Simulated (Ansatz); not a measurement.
Band edges of a single layer of WS$_{2}$ (space group of the slab cell P-6m2).

```xyz
3
Lattice="3.1830 0.0000 0.0000 -1.5915 2.7565 0.0000 0.0000 0.0000 16.1191" Properties=species:S:1:pos:R:3 pbc="T T T"
W     0.0000    0.0000    8.0596
S     0.0000    1.8377    9.6194
S     0.0000    1.8377    6.4998
```

All numbers here come from Ansatz 0.2.0, DFT PBE, spin-orbit coupling, plane waves, PAW; levels and slopes on a dense k mesh at the converged density. Non-magnetic. k mesh for the levels: 60×60×1. Cell and positions as given, without relaxation. The cell comes from a database of computed structures, not from a measurement.

Masses come from a second pass at points close to the extrema; at the energies drawn a band may no longer be parabolic.

The gap is direct, 1.54 eV at this level of theory (semilocal functionals give gaps that are too small, and can reorder valleys that lie close).

Valence band: two equivalent maxima at K, mass 0.33 mₑ in all directions; one maximum at Γ, 0.19 eV below the edge, mass 2.45 mₑ in all directions. Band 26 forms the valence edge; band 25 begins 0.19 eV lower (at Γ).
Conduction band: two equivalent minima at K, mass 0.34 mₑ in all directions; six equivalent minima on the K–Γ line, 0.15 eV above the edge, principal masses 0.53 and 0.76 mₑ. Band 27 forms the conduction edge; band 28 begins 0.03 eV higher (at K). Another band lies within 0.06 eV there, so the masses may hold only close to the extrema.

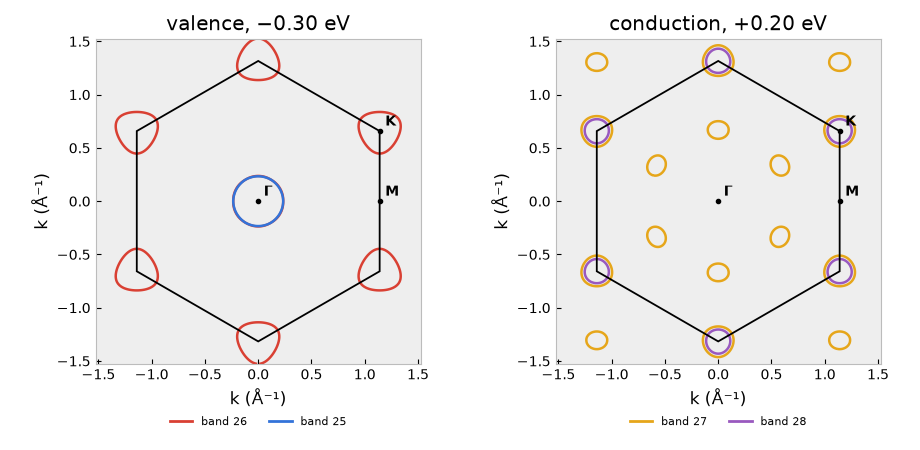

Constant-energy contours near the two band edges, measured from each edge.

The run (self-consistency and the dense mesh) took 19 min on 1 thread of Arm Neoverse N1, with other jobs on the host, peak memory 1.8 GiB.
